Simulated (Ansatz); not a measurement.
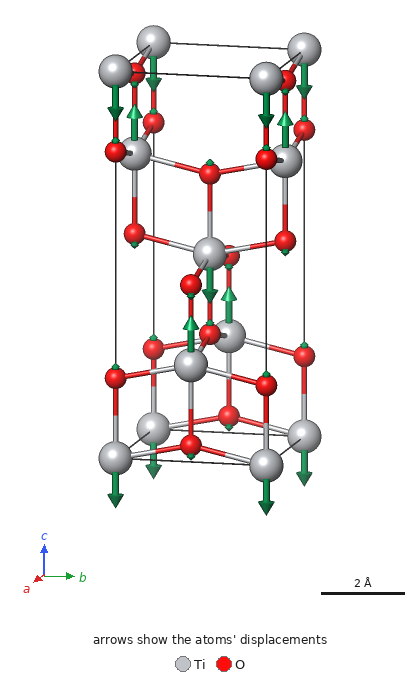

Phonons of solid TiO2, space group I4₁/amd (No. 141), at the zone centre. The optical levels lie at 138 (×2), 184 (×2), 239 (×2), 336, 384, 425 (×2), 505, 522, 547, 631 (×2) cm⁻¹. One mode is drawn. Displacements are drawn as green arrows; their common scale and sign are arbitrary. The picture is a ball-and-stick view of the conventional cell (2 times the calculation's cell), seen slightly off an axis. Lengths and directions refer to the drawn axes.

All numbers below come from DFT r2SCAN, scalar-relativistic, plane waves, PAW (Ansatz). (plane-wave cutoff 500 eV; k-point mesh 8 × 8 × 8; occupations gaussian; smearing width 0.05 eV; no spin polarisation)

Frequencies are those without the non-analytic (LO–TO) term.

> Which of these frequencies is the drawn mode's?

The level at 384 cm⁻¹. This is the B₁g mode, optical level 5 of 10, counted from below, Raman-active by symmetry. All motion is along c; atoms of one kind move against one another, with no net shift of any sublattice; it stretches the O–Ti bonds (1.99 Å); the kinetic energy is shared as Ti 98 %, O 2 %.
